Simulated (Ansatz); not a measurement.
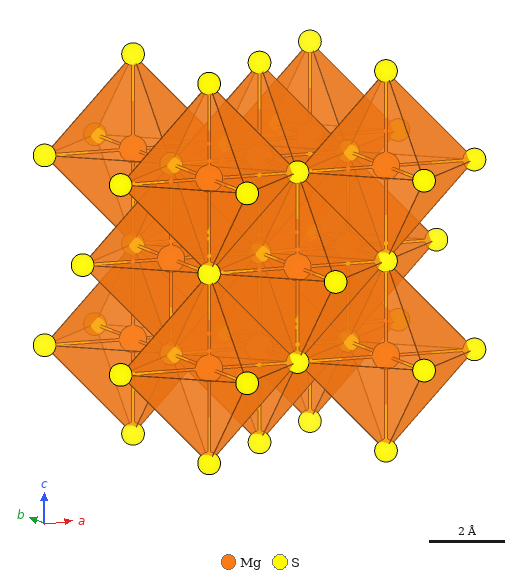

Reference structure: solid MgS (set up in Fm-3m). The picture is a polyhedral view of the conventional cell (2 times the calculation's cell), seen slightly off an axis. Lengths and directions refer to the drawn axes.

Level of theory: DFT PBEsol, scalar-relativistic, plane waves, PAW (Ansatz). (plane-wave cutoff 420 eV; k-point mesh 6 × 6 × 6; occupations gaussian; smearing width 0.02 eV; no spin polarisation)

Change: Uniaxial strain along c, −4.0 %, is applied. The a and b axes and the atoms are relaxed.

**Predict the response.**

It costs 13.7 meV per atom. The pressure goes from 0.0 to 2.3 GPa. The principal stresses (compression positive) are 6.8 GPa along c and none across it. The gap on the k-mesh goes from 2.73 to 2.55 eV. The drawn cell changes as follows: a = b 5.182 → 5.231 Å (+0.9 %), c 5.182 → 4.975 Å (−4.0 %); the volume changes by −2.2 %. No atom moves by more than 0.005 Å relative to the cell. Near-neighbour distances before and after: Mg–S 2.591 → 2.487 to 2.616 Å. The space group (tolerance 0.01 Å) goes from Fm-3m (No. 225) to I4/mmm (No. 139).

The changed structure in the same view:

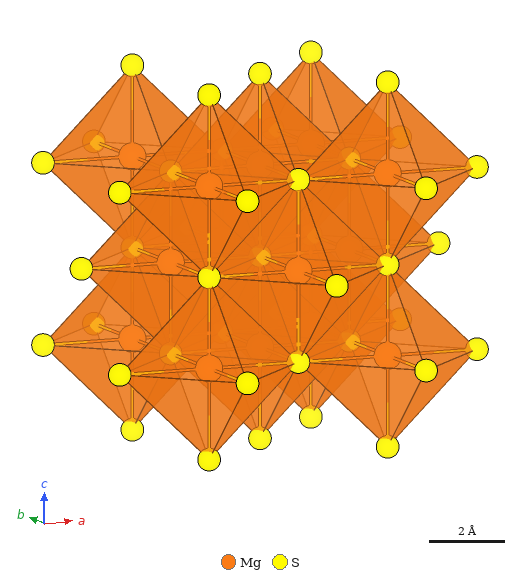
